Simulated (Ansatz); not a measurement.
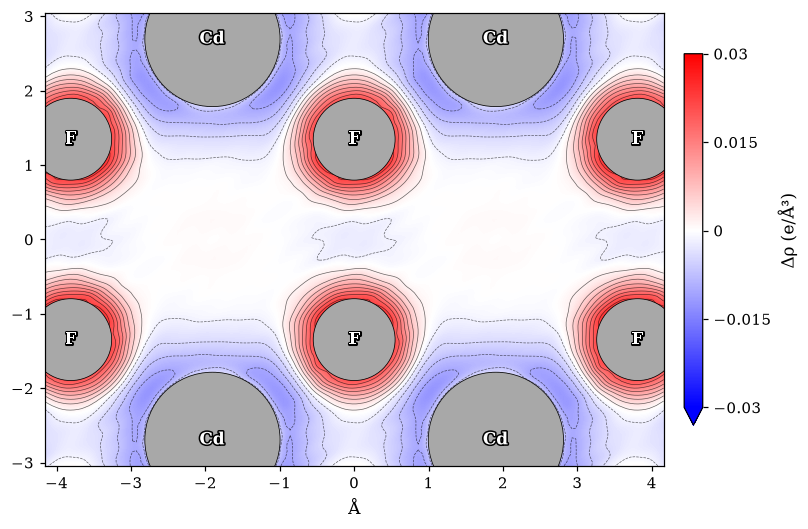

CdF$_{2}$. Difference of the valence pseudo-densities of two functionals at the same geometry, on the (101̄) plane of the calculation cell: r2SCAN less PBE.

Both computed with Ansatz (plane waves, PAW), on the same k-point mesh. Grey discs cover the atomic cores.

```xyz
3
Lattice="0.0000 2.6940 2.6940 2.6940 0.0000 2.6940 2.6940 2.6940 0.0000" Properties=species:S:1:pos:R:3 pbc="T T T"
Cd    0.0000    0.0000    0.0000
F     1.3470    1.3470    1.3470
F     4.0410    4.0410    4.0410
```

Q: What does the difference map show?

A: Against PBE, r2SCAN gives less density around Cd (−0.010 e/Å³ on average at 1.1 Å from the nucleus), more density around F (+0.013 e/Å³ on average at 0.7 Å from the nucleus) and a change of −0.011 e/Å³ at the midpoint of Cd–F.
